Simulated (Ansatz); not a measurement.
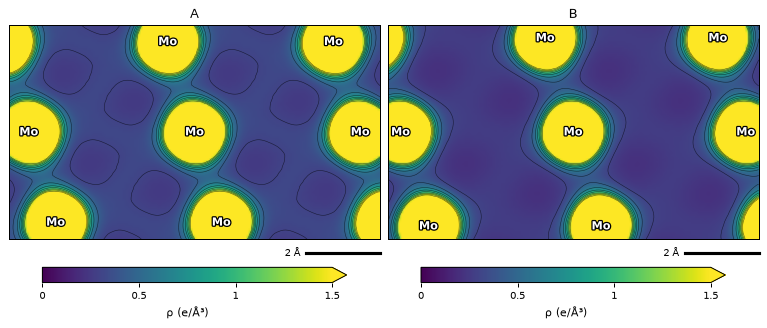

Mo. The valence pseudo-density of two cells that differ in size, on the (11̄0) plane of each (indices in the axes of the calculation cell), at one length scale and on one colour scale: B has 16.2 Å³ an atom and A 14.3.

These are results of DFT, PBEsol, plane waves (420 eV) with PAW, scalar-relativistic in Ansatz 0.2.0, not measurements.

The larger cell:

```
Mo
1.0
    -1.92246    1.92222    1.32974
     1.92222   -1.92246    1.32974
     3.17128    3.17128   -1.33017
Mo
2
Direct
  0.99995 0.00005 0.00000
  0.75005 0.24995 0.50000
```

The smaller cell: a = 2.905 Å, b = 2.905 Å, c = 4.491 Å, α = 97.18°, β = 97.18°, γ = 127.87°.

Question: What changes from the larger cell to the smaller?

Answer: From the larger cell to the smaller, Mo–Mo goes from 2.66 to 2.55 Å, and the density at its midpoint from 0.42 to 0.5 e/Å³; the pressure goes from −10 to 26 GPa.
